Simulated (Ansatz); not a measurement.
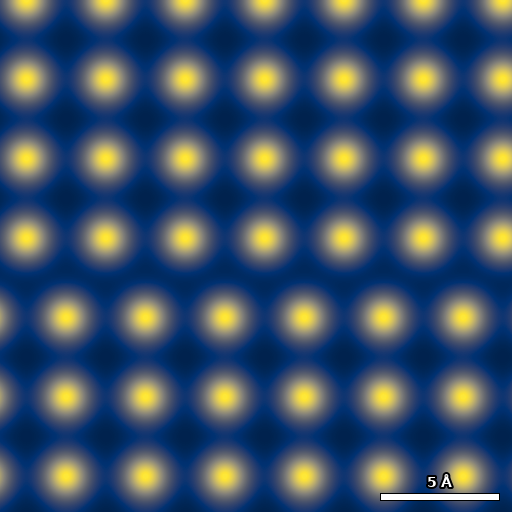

Integrated-DPC-like image of Sr (Im-3m, No. 229) along [001]. Simulated as the projected potential of neutral atoms (B = 0.3 Å²) blurred by a 1.30 Å probe, the thin-sample limit of integrated differential phase contrast.

One planar defect was built into the perfect crystal by geometry alone, without relaxation. Host structure: the geometry given to an electronic-structure calculation, possibly off equilibrium; the starting structure was generated, so it need not be a known form of this composition.

**Where does the periodic pattern break, and how?**

A planar fault (a stacking fault) runs horizontally about 12 Å below the top edge. The part above it is shifted along the boundary by 1/2 of the 3.41 Å repeat of the rows (1.7 Å to the right, the same as to the left); both parts keep the same orientation.
